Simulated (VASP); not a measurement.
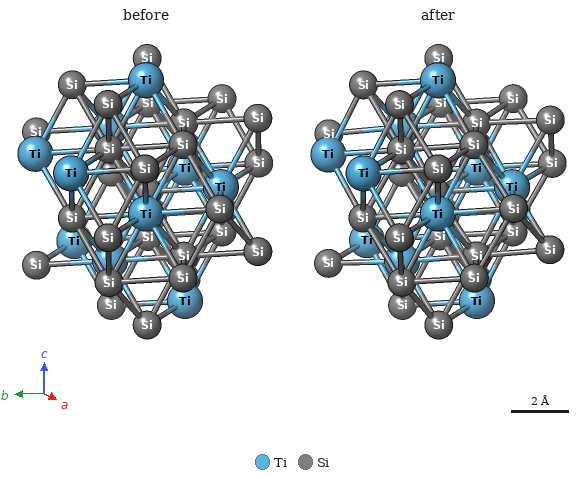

The structure of a defect cell of composition Ti₁₆Si₃₁ before (left) and after (right) a relaxation, at one scale.

A ball-and-stick model of the atoms within 5.0 Å of the atom that moves most (axes of the cell of the calculation, reduced to other axes), seen from a free direction. Lengths and directions refer to the drawn axes.

The run lets the atoms move in a fixed cell.

Computed with Kohn-Sham DFT of a periodic cell, PBE, VASP PAW PBE potentials, recommended (VASP 6.6.1).

The input:
```
PREC     = Accurate       # precision mode
ENCUT    = 520            # plane-wave cutoff, eV
EDIFF    = 1E-6           # SCF threshold, eV
ISMEAR   = 1              # smearing method
SIGMA    = 0.1            # smearing width, eV
LREAL    = False          # projectors in reciprocal space
LASPH    = True           # aspherical terms in the spheres
NELM     = 100            # most SCF steps
ALGO     = Normal         # electronic algorithm
ISIF     = 2              # what is computed and relaxed
LWAVE    = False          # write WAVECAR
LCHARG   = False          # write CHGCAR
GGA      = PE             # functional
IBRION   = 2              # ionic algorithm
NSW      = 60             # ionic steps
EDIFFG   = -0.02          # ionic threshold
```

Launched with:
```bash
cat potpaw_PBE.64/Ti_sv/POTCAR potpaw_PBE.64/Si/POTCAR > POTCAR
mpirun -np 8 vasp_std > vasp.out
```

**What changed between the two?**

A Si atom moves most: 0.14 Å along +b. Largest moves by element: Si 0.14 Å, Ti 0.05 Å. The lattice vectors keep their values. Among the contacts that change: Si–Ti 2.743 → 2.858 Å, Si–Si 2.751 → 2.638 Å, Si–Si 2.750 → 2.827 Å, Si–Ti 2.743 → 2.815 Å. After 11 geometry steps the energy has fallen by 0.225 eV per cell of the calculation. The largest force component goes from 0.53 to 0.012 eV/Å.

Limits of the set-up: the periodic images lie only 8.2 Å apart, so the values are limited by the cell's size.
